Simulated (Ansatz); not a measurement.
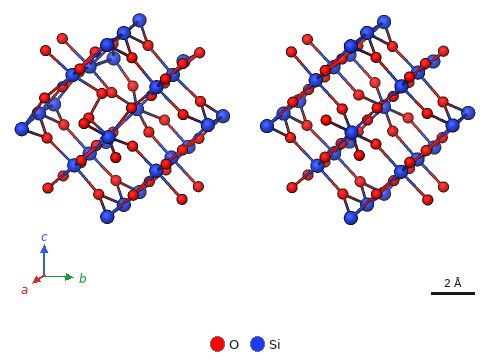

Two geometries of a defect cell of composition O$_{48}$Si$_{24}$, drawn at one scale. One is the start of a relaxation, the other its converged end. Style: ball-and-stick. Shown: the atoms within 5.0 Å of the atom that moves most (axes of the cell of the calculation, reduced to other axes (origin shifted)), slightly off an axis. Lengths and directions refer to the drawn axes.

Computed with DFT, PBEsol, PAW, plane waves (Ansatz). (plane-wave cutoff 420 eV; k-point mesh 1 × 1 × 1; mesh shifted by (0.25, 0.25, 0.25); no spin polarisation; atoms relaxed in a fixed cell; force threshold 0.03 eV/Å; at most 80 steps)

Q: Which geometry has the lower energy?

A: The left one is the relaxed one. Over 26 accepted moves (29 points after the start) the energy falls by 16.564 eV per cell of the calculation. Largest force component: 15 eV/Å at the start, 0.022 eV/Å at the end. The line search rejected the trial steps at points 21, 25 of the run. 1 step only repeated the SCF at the same geometry. The atom that moves furthest is an O atom (1.90 Å roughly along [1 −1 2]). Largest moves by element: O 1.90 Å, Si 1.28 Å. The lattice vectors keep their values. Among the contacts that change: O–O 1.787 → 3.681 Å, O–Si 3.320 → 1.650 Å, O–O 1.791 → 3.006 Å, O–O 1.796 → 2.924 Å. New bonds form: O–O (1.80 → 1.40 Å), O–Si (3.32 → 1.65 Å). Among the angles between lasting bonds that change: O–Si–O 83.0° → 105.1°, Si–O–Si 128.8° → 150.5°, O–Si–O 176.6° → 155.7°.

Limits of the set-up: the periodic images lie only 8.0 Å apart, so the values are limited by the cell's size.
